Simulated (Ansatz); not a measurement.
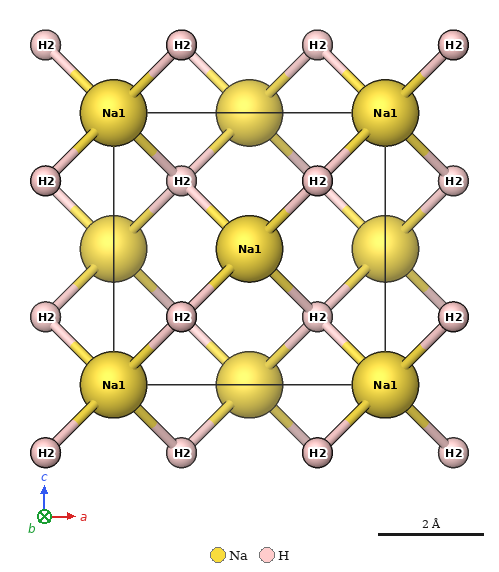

This is the input geometry for a relaxation of crystalline NaH (built on the zincblende type). A ball-and-stick model of the conventional cell (4 times the calculation's cell), seen along the b axis. Lengths and directions refer to the drawn axes.

Level of theory: DFT, r2SCAN, plane waves, PAW in Ansatz.

Input
```yaml
crystal:
  lattice:
    - [0.0, 2.6096546508, 2.6096546508]
    - [2.6096546508, 0.0, 2.6096546508]
    - [2.6096546508, 2.6096546508, 0.0]
  atoms:
    - { symbol: Na, position: [0.0, 0.0, 0.0] }
    - { symbol: H, position: [0.25, 0.25, 0.25] }
kpoints:
  mp_grid: { grid: [8, 8, 8] }
hamiltonian:
  xc: r2scan
scf:
  occupations: { method: fermi_dirac, width: 0.02 }
relax:
  f_tol: 0.005
  cell: {}
```

Command:
```bash
ansatz run input.yaml --threads 2 --pin off --max-ram 2211MiB --backend cpu --events-out ev --progress --plain --runs-dir out
```

**What does the optimiser find from here?**

No atom moves by more than 0.005 Å relative to the cell. Cell: a = b = c 5.219 → 5.194 Å (−0.5 %). Volume −1.5 %. Among the contacts that change: Na1–H2 2.260 → 2.249 Å. The space group stays F-43m (No. 216). The energy falls by 0.2 meV per atom in 2 accepted moves (3 points after the start). All forces vanish by symmetry, so only the cell relaxes. The pressure goes from −0.26 to 0.00 GPa. At 1 point the geometry stayed and the basis and grid were re-selected for the new cell (energy shift of less than 0.05 meV per atom at most each time).

The structure at the end:

```
Na H
1.0
     0.00000    2.59692    2.59692
     2.59692    0.00000    2.59692
     2.59692    2.59692    0.00000
Na H
1 1
Direct
  0.00000 0.00000 0.00000
  0.25000 0.25000 0.25000
```
